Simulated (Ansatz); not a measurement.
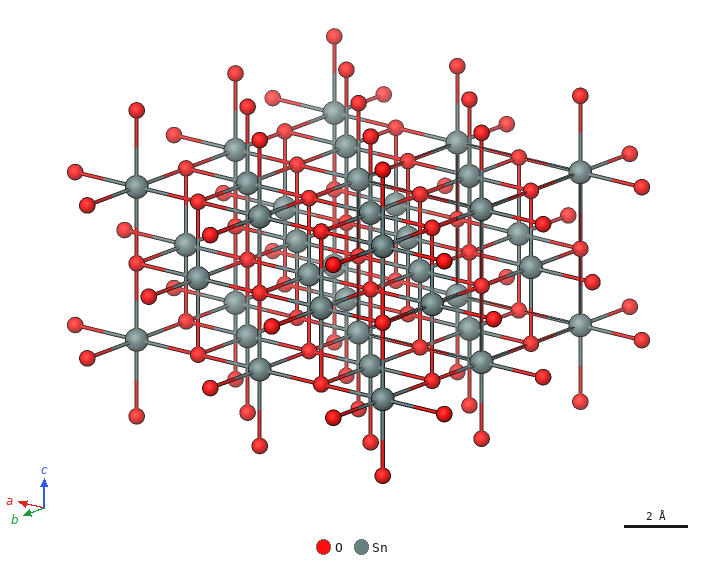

Drawn in the ball-and-stick manner and seen from a general direction. Solid lines give the drawn cell (a repeat of the simulation cell), repeated here 2×2×1 times. Some atoms of the next cells are drawn as well.

SnO, a = 5.07 Å, b = 5.07 Å, c = 5.16 Å, α = 90.00°, β = 90.00°, γ = 90.00°.

The calculation: Ansatz 0.2.0, DFT, HSE06, plane waves, PAW, with E_cut = 420 eV, k-points about 0.36 Å⁻¹ apart, Fermi-Dirac smearing of 0.02 eV, no spin polarisation.

Predict the gap.

A semiconductor at this level, with a gap of 0.21 eV, direct.

Under what pressure is the structure?

The computed pressure is -1.8 GPa (stretched: it would shrink). The stress isn't hydrostatic: its largest component is 2.4 GPa.

Its origin is a structure type filled with these elements by a generator (whether the compound takes this form wasn't checked). The cell was then strained or its atoms displaced on purpose. It went into a calculation with Ansatz.
